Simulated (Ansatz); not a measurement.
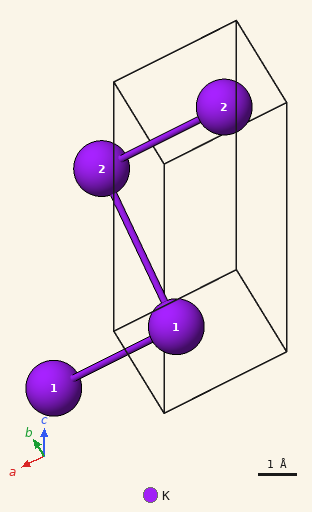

A crystal of K (set up in Cmcm), before the relaxation. Style: ball-and-stick. Shown: the cell of the calculation, repeated 2 × 1 × 1 with one cell outlined, from a free direction.

Case: relaxed at 1 GPa.

These are results of Ansatz, DFT PBEsol, scalar-relativistic, plane waves, PAW, not measurements.

Input
```yaml
crystal:
  lattice:
    - [2.3414408249, -4.0111613851, 0.0]
    - [2.3414408249, 4.0111613851, 0.0]
    - [0.0, 0.0, 7.5034453737]
  atoms:
    - { symbol: K, position: [0.8308971042, 0.1691028958, 0.25] }
    - { symbol: K, position: [0.1691028958, 0.8308971042, 0.75] }
basis:
  ecutwfc: 420
kpoints:
  mp_grid: { grid: [10, 10, 6] }
hamiltonian:
  xc: pbesol
scf:
  occupations: { method: gaussian, width: 0.1 }
output:
  forces: true
  stress: true
  eigenvalues: true
relax:
  adjacent_minimum: "off"
  f_tol: 0.008
  max_steps: 50
  cell: { stress_tol: 0.08, p_target: 1.0 }
```

### Predict the outcome.

The atoms keep their places relative to the cell (all moves are under 0.005 Å). Cell: a = b 4.645 → 4.375 Å (−5.8 %), c 7.503 → 7.079 Å (−5.7 %), γ 119.5° → 119.6°. Volume −16.4 %. Some distances before and after: K1–K1 4.683 → 4.404 Å, K1–K1 (another image) 4.645 → 4.375 Å, K1–K2 4.609 → 4.343 Å, K1–K2 (another image) 4.630 → 4.368 Å. The space group stays Cmcm (No. 63). The energy rises by 64.9 meV per cell of the calculation in 2 accepted moves (3 points after the start). With the target pressure of 1 GPa, the enthalpy E + pV changes by −79.2 meV per cell of the calculation. Pressure: 0.04 GPa at the start and 0.99 GPa at the end. At 1 point the geometry stayed and the basis and grid were re-selected for the new cell (energy shift of less than 0.05 meV per cell of the calculation at most each time). The run took roughly 50 core-seconds on a shared host.

The end point in the same view:

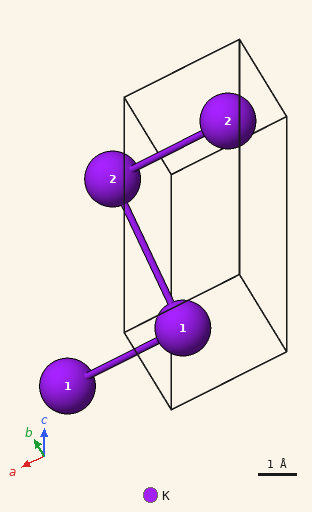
